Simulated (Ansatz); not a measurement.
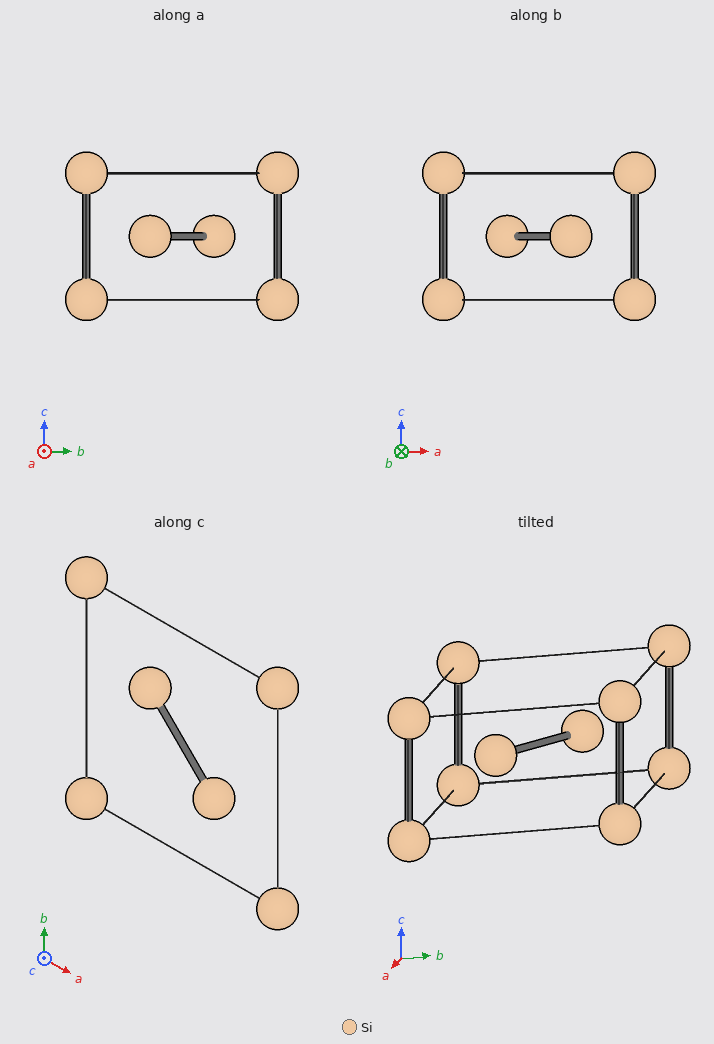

The image is a ball-and-stick drawing of a crystal, viewed along the a axis, along the b axis, along the c axis and slightly off an axis. The frame is the conventional unit cell; atoms at its boundary are shown with their periodic copies.

Lattice parameters: a = 4.4180 Å, b = 4.4180 Å, c = 2.5339 Å, α = 90.000°, β = 90.000°, γ = 120.000°.

Convert the drawing into a CIF with its space group and independent sites.

Answer.
```cif
data_structure
_symmetry_space_group_name_H-M 'P 6/m m m'
_symmetry_Int_Tables_number 191
_cell_length_a 4.4180
_cell_length_b 4.4180
_cell_length_c 2.5339
_cell_angle_alpha 90.000
_cell_angle_beta 90.000
_cell_angle_gamma 120.000
_cell_volume 42.83
loop_
_atom_site_label
_atom_site_type_symbol
_atom_site_symmetry_multiplicity
_atom_site_Wyckoff_symbol
_atom_site_fract_x
_atom_site_fract_y
_atom_site_fract_z
_atom_site_occupancy
Si1 Si 1 a 0.0000 0.0000 0.0000 1
Si2 Si 2 d 0.3333 0.6667 0.5000 1
```

The structure comes from a structure type filled with this element by a generator (whether the element takes this form wasn't checked). The geometry was optimised with DFT, LDA (PW92), plane waves (420 eV) with PAW, scalar-relativistic in Ansatz.
